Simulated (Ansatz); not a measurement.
Single-point calculation, with input and output: Al₂Ga₃N₅

System: Al₂Ga₃N₅ (R-3m, 10 atoms in the cell).
Method: DFT, PBE, plane waves, PAW, no spin polarisation (Ansatz 0.2.0).

The structure was made by a generator, so it may or may not be a known phase.

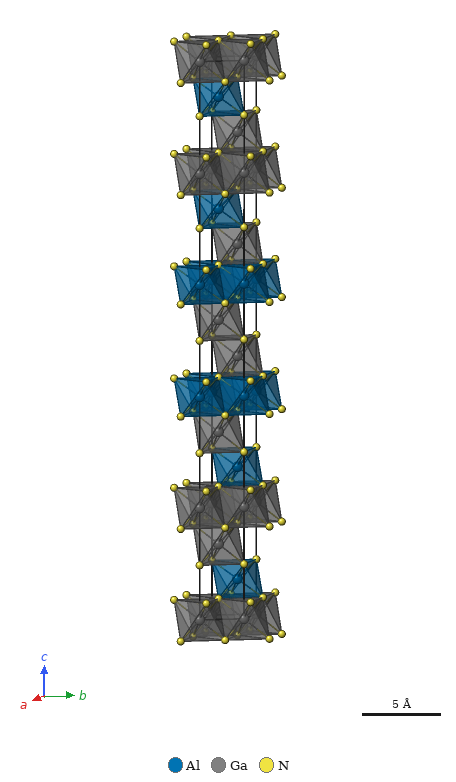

The structure (polyhedral view of the cell 3 times as large as that of the calculation, set on its symmetry axes, seen slightly off an axis; polyhedra are completed across the faces of the cell). An atom can appear more than once, as a periodic image.

Summary:

| quantity | value |
| --- | --- |
| outcome | converged |
| space group (tolerance 0.01 Å) | R-3m (166) |
| electrons treated | 70 |
| free energy | −14348.4829 eV |
| Fermi energy | 12.864 eV |
| gap on the k-point mesh | 1.70 eV |
| pressure | 0.02 GPa |
| largest force (length of the vector) | 0.002 eV/Å |
| hardware | 4 threads of Intel Xeon @ 2.50GHz (Skylake/Cascade Lake), 189 GiB of memory available, shared host |
| wall time | 21 s (CPU time 77 s) |
| peak memory | 0.79 GiB |

Settings chosen away from the usual ones: scf.n_extra_bands set to 4; scf.occupations.method set to cold (from gaussian); scf.occupations.width set to 0.005 (from 0.02).

The input:
```yaml
crystal:
  lattice:
    - [1.4813948935, 0.8552837406, 12.1058027672]
    - [-1.4813948935, 0.8552837406, 12.1058027672]
    - [0.0, -1.7105674811, 12.1058027672]
  atoms:
    - { symbol: Al, position: [0.3996108658, 0.3996108658, 0.3996108658] }
    - { symbol: Al, position: [0.6003891342, 0.6003891342, 0.6003891342] }
    - { symbol: Ga, position: [0.0, 0.0, 0.0] }
    - { symbol: Ga, position: [0.7991951554, 0.7991951554, 0.7991951554] }
    - { symbol: Ga, position: [0.2008048446, 0.2008048446, 0.2008048446] }
    - { symbol: "N", position: [0.2987022509, 0.2987022509, 0.2987022509] }
    - { symbol: "N", position: [0.7012977491, 0.7012977491, 0.7012977491] }
    - { symbol: "N", position: [0.0978808214, 0.0978808214, 0.0978808214] }
    - { symbol: "N", position: [0.5, 0.5, 0.5] }
    - { symbol: "N", position: [0.9021191786, 0.9021191786, 0.9021191786] }
basis:
  ecutwfc: 420
kpoints:
  mp_grid: { grid: [12, 12, 12] }
hamiltonian:
  xc: pbe
scf:
  occupations: { method: cold, width: 0.005 }
  n_extra_bands: 4
output:
  forces: true
  eigenvalues: true
  stress: true
```

Run as:
```bash
ansatz run input.yaml --threads 4 --pin off --max-ram 8192MiB --backend cpu --events-out ev --progress --plain --runs-dir out
```

Log:
```
basis.fft_grid_basis auto: the FFT boxes are laid along the combinations [[1, 0, -1], [0, 1, -1], [0, 0, 1]] of the cell's own vectors, 2.963, 2.963 and 12.226 Å long. The dense box has 20×20×90 points. Along the cell's own vectors, as sized, it would have 90×90×90, 20.25 times as many. Of the 12 symmetry operations that the crystal satisfies within crystal.symmetry.tolerance (time reversal apart; of a slab, those that keep its plane) the dense box along the cell's own vectors carries 12, and the one as laid loses 8 of those. basis.fft_grid_basis: typed keeps the cell's own vectors: state it where this run's energies or levels are differenced outside the engine with another run's, or held beside a run that keeps those vectors.
scf.n_extra_bands = 4 over 35 filled bands (N_el = 70.0): the run solves 39 bands
Engine: ansatz 0.2.0, x86_64-unknown-linux-gnu
Pseudopotentials: kind: paw
Pseudopotential: Al, paw, valence charge 3, recommended cutoff 420 eV (normal), Al.paw.azcp
Pseudopotential: Ga, paw, valence charge 13, recommended cutoff 420 eV (normal), Ga.paw.azcp
Pseudopotential: N, paw, valence charge 5, recommended cutoff 420 eV (normal), N.paw.azcp
Functional definition: PBE
  parameter kappa = 0.804
  parameter beta = 0.06672455060314922
  exchange = pbe_x(kappa = kappa, mu = beta*pi^2/3)
  correlation = pbe_c(beta = beta)
Crystal: 10 atoms, lattice volume = 92.029 Å³
Basis set: ecut = 420 eV, 1763 PW (Γ), FFT grids on a1−a3, a2−a3, a3, exchange–correlation on 40×40×180 points (8 copies of the dense FFT grid, shifted against one another)
Bands: 39, of which v1, the nominal top of the filled ones, is band 35 counted from 1 (34 counted from 0)
Symmetry: 12 space group operations
Space group: R-3m (ITA 166), of the structure as read, at distance tolerance 4.5e-5 Å
k-points: 189 of 1728
Non-local potential: Al, projectors of the file, l = 0: 2, l = 1: 2, l = 2: 1
Non-local potential: Ga, projectors of the file, l = 0: 2, l = 1: 2, l = 2: 3, l = 3: 1
Non-local potential: N, projectors of the file, l = 0: 2, l = 1: 2, l = 2: 1
PAW form: soft (Blöchl's): semilocal exchange-correlation on the pseudo side does not see the compensation charge
PAW one-centre angular grid: Al, 110 points (default); XC on 64 Gauss nodes
PAW one-centre angular grid: Ga, 590 points (default); XC on 64 Gauss nodes
PAW one-centre angular grid: N, 110 points (default); XC on 64 Gauss nodes
Initial density: superposition of atomic densities (neutral atoms: chi_scale 0, normalization atom), corrected by the library's trained network
Initial wavefunctions: pseudopotential atomic-orbital guess
Functional: x = pbe(κ = 0.804, μ = 0.2195149727645171), c = pbe(β = 0.06672455060314922)
SCF iter   1: F=—  HF=-14348.483388 eV  |F-HF|=—  |Δ(HF+E_count)|=         —  Δρ=1.98e-3  dr2=5.24e-3  ethr=1.77e-3  ⟨swp⟩=10.3  Hψ=34071  notcnv=0
preconditioner: auto → Resta (q_TF=auto, 2.607 Å⁻¹)  ε∞=6.0  [insulator: Δε(μ)=1.682 eV  Ē_g=14.512 eV  σ=0.005 eV  W_gap=1.00  n_scr=34 (ndim 8)  ℏωp=32.4 eV  f_vac=0.000  D(μ)=0.00/eV (n_scr^D=0)  ε∞_Penn≈6.0]
SCF iter   2: F=—  HF=-14348.482971 eV  |F-HF|=—  |Δ(HF+E_count)|=   4.16e-4  S|Δr|=    0.00e0  Δρ=1.06e-3  dr2=1.16e-3  ethr=7.49e-6  ⟨swp⟩=3.0  Hψ=16306  notcnv=0
SCF iter   3: F=—  HF=-14348.483069 eV  |F-HF|=—  |Δ(HF+E_count)|=   9.76e-5  S|Δr|=    0.00e0  Δρ=4.26e-4  dr2=1.54e-4  ethr=1.66e-6  ⟨swp⟩=3.2  Hψ=14122  notcnv=0
SCF iter   4: F=—  HF=-14348.483033 eV  |F-HF|=—  |Δ(HF+E_count)|=   3.60e-5  S|Δr|=    0.00e0  Δρ=1.18e-4  dr2=1.26e-5  ethr=2.19e-7  ⟨swp⟩=2.1  Hψ=14463  notcnv=0
SCF iter   5: F=—  HF=-14348.482943 eV  |F-HF|=—  |Δ(HF+E_count)|=   9.02e-5  S|Δr|=    0.00e0  Δρ=4.86e-5  dr2=2.26e-6  ethr=1.80e-8  ⟨swp⟩=2.0  Hψ=13479  notcnv=0
SCF iter   6: F=—  HF=-14348.482942 eV  |F-HF|=—  |Δ(HF+E_count)|=   4.52e-7  S|Δr|=    0.00e0  Δρ=1.39e-5  dr2=1.28e-7  ethr=3.23e-9  ⟨swp⟩=2.0  Hψ=13704  notcnv=0
SCF iter   7: F=-14348.482942 eV  HF=-14348.482942 eV  |F-HF|=3.59e-9  |Δ(HF+E_count)|=   7.41e-9  S|Δr|=    0.00e0  Δρ=3.98e-6  dr2=1.28e-8  ethr=1.43e-10  ⟨swp⟩=4.6  Hψ=28684  notcnv=0
SCF 1 converged in 7 iterations: F = -14348.482942 eV  dr2 = 1.28e-8
  greatest PAW one-centre occupation: 0.997 electrons in one spin orbital (limit 2), on the Ga atom at site 2 (counted from 0), in its partial waves of l = 2
SCF converged after 7 iterations
Stability not checked: this state was not tested for a lower state beside it, because cold or Methfessel-Paxton smearing, or corrected tetrahedra, fill the levels in a way that the test cannot read (fill_not_monotonic; see scf.lower_state_search)
Free energy (F): -14348.482942 eV
Harris-Foulkes:  -14348.482942 eV  (|F-HF|=3.59e-9)
Internal energy: -14348.482942 eV  (E = F + TS)
E sigma→0 (E₀):  -14348.482942 eV
Fermi energy:    12.864054 eV
Step filling:    the computed levels leave a gap of 1.6981 eV = 339.6 smearing widths at the electron count; against every level under it full and every level over it empty, smearing changes F+E_penalty+E_count by +0.00e0 meV and its σ→0 estimate by +0.00e0 meV
--- Per-component energies (eV) ---
  E_band       = 178.430293
  E_kinetic    = 1064.101877
  E_local      = -6776.856175  (includes V_loc(G=0)·N_el)
  E_nonlocal   = 1539.983245
  E_hartree    = 3174.278708
  E_xc         = -589.997255
  E_vxc        = -619.398767  (∫ρ·V_xc dr)
  E_paw        = -7561.677741  (= ΣΔE_a)
  E_vpaw       = -1377.957181  (= ΣTr[D̂ρ^β])
  E_aug_tail   = -0.000207  (compensation charges beyond the density's cutoff)
  E_ewald      = -5198.315393
  E_smearing   = -0.000000  (= −TS)
  E_closure    = -0.000000  (closes the sum)
  Σ components = -14348.482942   (vs F -14348.482942, Δ=0.00e0)
--- Forces (eV/Å), atoms counted from 1 ---
  atom   1  Al     0.00000000     0.00000000     0.00034027
  atom   2  Al     0.00000000    -0.00000000    -0.00034027
  atom   3  Ga     0.00000000    -0.00000000     0.00000000
  atom   4  Ga     0.00000000    -0.00000000    -0.00104827
  atom   5  Ga     0.00000000     0.00000000     0.00104827
  atom   6  N      0.00000000     0.00000000     0.00127097
  atom   7  N      0.00000000    -0.00000000    -0.00127097
  atom   8  N      0.00000000     0.00000000     0.00213620
  atom   9  N     -0.00000000     0.00000000    -0.00000000
  atom  10  N      0.00000000    -0.00000000    -0.00213620
  max |Σ_I F_I| component: 8.67e-19 eV/Å
--- Stress (GPa, compression-positive) ---
        0.025716       0.000000       0.000000
        0.000000       0.025716      -0.000000
        0.000000      -0.000000       0.018488
  P = ⅓ Tr σ = 0.0233 GPa (0.233 kbar)
--- Band table (eV; the first three rows and the last of 189) ---
  k-point 0: bands = ["-5.0899", "-4.3604", "-4.3020", "-2.5643", "-2.5255", "-2.0513", "-2.0513", "-2.0257", "-2.0257", "-2.0233", "-2.0081", "-1.9795", "-1.9611", "-1.9611", "-1.8559", "-1.8559", "-1.8522", "-1.8522", "-1.7803", "-1.7803", "4.5897", "4.7411", "8.5159", "8.6243", "11.2293", "11.2293", "11.3245", "11.3245", "11.7472", "11.7655", "11.7655", "11.8833", "11.8833", "11.9421", "11.9421", "15.1044", "16.9656", "17.3321", "17.3518"]
  k-point 1: bands = ["-4.9696", "-4.2726", "-4.1880", "-2.6697", "-2.5702", "-2.0569", "-2.0489", "-2.0358", "-2.0099", "-1.9836", "-1.9763", "-1.9572", "-1.9463", "-1.9450", "-1.8642", "-1.8556", "-1.8505", "-1.7786", "-1.7185", "-1.6446", "4.6599", "4.8827", "8.3635", "8.6796", "10.6463", "10.8726", "11.0436", "11.1040", "11.1520", "11.2452", "11.5945", "11.6804", "11.7276", "11.8070", "12.0115", "15.6606", "17.2452", "17.7380", "17.8333"]
  k-point 2: bands = ["-4.6197", "-3.9936", "-3.9069", "-2.8047", "-2.6649", "-2.0454", "-2.0195", "-1.9979", "-1.9915", "-1.9694", "-1.9664", "-1.9541", "-1.9093", "-1.9015", "-1.8792", "-1.8616", "-1.8208", "-1.7753", "-1.4099", "-1.2067", "4.8934", "5.2473", "7.8766", "8.4861", "9.3145", "9.7669", "9.9402", "10.3698", "10.6257", "10.7239", "10.8842", "11.4263", "11.4851", "11.7301", "11.9864", "16.6000", "17.4643", "17.8670", "18.5430"]
  k-point 188: bands = ["-4.9216", "-4.8680", "-3.4901", "-3.4636", "-2.0871", "-2.0514", "-2.0514", "-2.0257", "-2.0257", "-2.0197", "-1.9988", "-1.9785", "-1.9611", "-1.9611", "-1.8558", "-1.8558", "-1.8523", "-1.8523", "-1.7804", "-1.7804", "3.9028", "6.3122", "6.5625", "10.5905", "10.6621", "11.2354", "11.2354", "11.3147", "11.3147", "11.8148", "11.8148", "11.8206", "11.8206", "11.9587", "11.9587", "15.7760", "16.1853", "17.1961", "17.5322"]
```

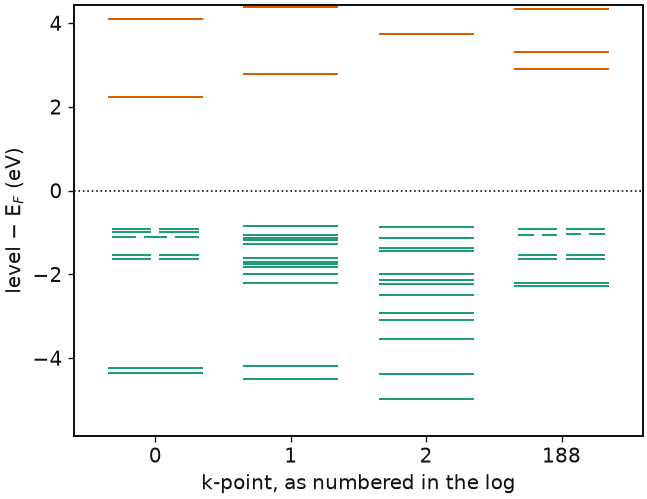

Kohn–Sham levels near the Fermi level (dotted) at the few k-points that the log prints; levels within 0.02 eV of each other stand side by side. Among these points the highest filled and lowest empty levels are 3.09 eV apart; the gap on the full mesh, 1.70 eV, has an edge at a point that isn't printed.
